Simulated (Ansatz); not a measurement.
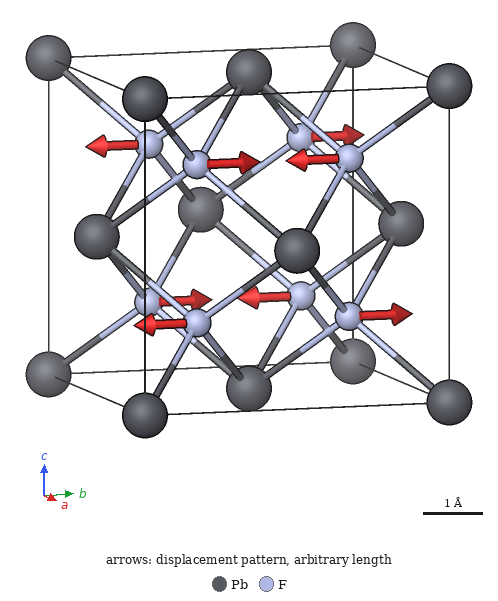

Phonons of solid PbF2 relaxed at 25 GPa, space group Fm-3m (No. 225), at the zone centre. The optical levels lie at 228 (×3), 354 (×3) cm⁻¹. One mode is drawn. The red arrows are the displacements of the atoms (eigenvector over the root of the mass), of arbitrary overall length and sign. The picture is a ball-and-stick view of the conventional cell (4 times the calculation's cell), seen slightly off an axis. Lengths and directions refer to the drawn axes.

The calculation used DFT LDA, scalar-relativistic, plane waves, PAW (Ansatz 0.2.0). Settings: plane-wave cutoff 420 eV; k-point mesh 8 × 8 × 8; occupations fixed; target pressure 25 GPa; no spin polarisation.

Frequencies are those without the non-analytic (LO–TO) term.

### To which level does it belong?

The level at 354 cm⁻¹. This is the T₂g mode (triply degenerate; one member of the set is drawn), the highest optical level, Raman-active by symmetry. The Pb atoms stay at rest; all motion is along b; atoms of one kind move against one another, with no net shift of their sublattice.
